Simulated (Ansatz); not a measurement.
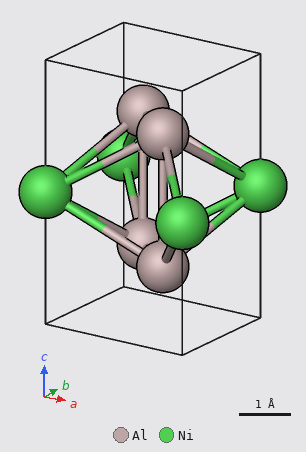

Solid Al₄Ni (a generated structure, set up in P6/mmm), before the relaxation. A ball-and-stick model of the cell of the calculation, seen slightly off an axis.

The calculation used DFT PBE, scalar-relativistic, plane waves, PAW (Ansatz 0.2.0).

The input:
```yaml
crystal:
  lattice:
    - [4.3473578762, 0.0, 0.0]
    - [-2.1736789381, 3.7649223602, 0.0]
    - [0.0, 0.0, 5.3707208905]
  atoms:
    - { symbol: Al, position: [0.3333333333, 0.6666666667, 0.2489593745] }
    - { symbol: Al, position: [0.3333333333, 0.6666666667, 0.7510406255] }
    - { symbol: Al, position: [0.6666666667, 0.3333333333, 0.7510406255] }
    - { symbol: Al, position: [0.6666666667, 0.3333333333, 0.2489593745] }
    - { symbol: Ni, position: [0.0, 0.0, 0.5] }
basis:
  ecutwfc: 420
kpoints:
  mp_grid: { grid: [12, 12, 8] }
hamiltonian:
  xc: pbe
scf:
  occupations: { method: gaussian, width: 0.1 }
output:
  forces: true
  stress: true
  eigenvalues: true
  write_density: true
  write_potential: true
  elf: true
  volumetric_format: npy
relax:
  adjacent_minimum: "off"
  f_tol: 0.01
  max_steps: 80
  cell: { stress_tol: 0.05 }
```

Command:
```bash
ansatz run input.yaml --threads 1 --pin off --max-ram 2560MiB --backend cpu --events-out ev --progress --plain --runs-dir out
```

> Predict the outcome.

The largest moves relative to the cell, 0.005 Å, are those of Al1, Al2, Al3 and Al4. Al1 goes along −c. Ni stays in place. The drawn cell changes at constant volume: a = b 4.347 → 4.336 Å (−0.3 %), c 5.371 → 5.398 Å (+0.5 %). Among the contacts that change: Al1–Al2 2.697 → 2.719 Å, Al1–Al4 2.510 → 2.504 Å, Al1–Al2 (another image) 2.674 → 2.678 Å. The space group stays P6/mmm (No. 191). The energy falls by 0.5 meV per atom in 2 accepted moves (3 points after the start). The largest force component goes from 0.067 to 0.0058 eV/Å. Pressure: −0.10 GPa at the start and −0.02 GPa at the end. The SCF was repeated once at an unchanged geometry on a basis and grid sized afresh for the cell, which shifted the energy by less than 0.05 meV per atom at most. The run took 84 s on 1 thread of Arm Neoverse N1, with other jobs on the host, peak memory 0.45 GiB.

Final geometry:

```
CELL_PARAMETERS angstrom
4.33628 0.00000 0.00000
-2.16814 3.75533 0.00000
0.00000 0.00000 5.39770
ATOMIC_POSITIONS crystal
Al 0.33333 0.66667 0.24811
Al 0.33333 0.66667 0.75189
Al 0.66667 0.33333 0.75189
Al 0.66667 0.33333 0.24811
Ni 0.00000 0.00000 0.50000
```

Limits of the set-up: an element that often carries a moment was run without spin polarisation.
